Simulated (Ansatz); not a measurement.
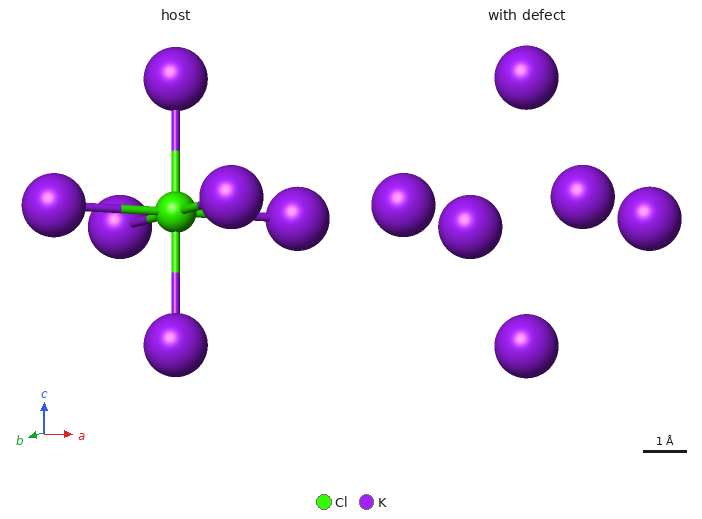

Left: perfect KCl. Right: the same region with one point defect, after relaxing the atoms in a supercell of 64 sites. Style: ball-and-stick. Shown: the atoms within 3.8 Å of one point, from a free direction.

These are results of Ansatz 0.2.0, DFT, PBEsol, PAW, plane waves, not measurements. Set-up: plane-wave cutoff 420 eV; k-point mesh 1 × 1 × 1; mesh shifted by (0.25, 0.25, 0.25); collinear spin. Fermi-Dirac smearing of 0.01 eV. The axes drawn are those of the host's conventional cell.

### Which defect is it?

A chlorine atom is taken out (a vacancy).

The charge state of the cell is 0.

### What does the relaxation do around it?

Around the empty Cl site the host had 6 K at 3.12 Å; after relaxation the nearest atoms are 6 K at 3.15 to 3.16 Å. Of the host's atoms, a potassium atom moves furthest from its site, by 0.03 Å. The cell's net moment is 1.00 μB.
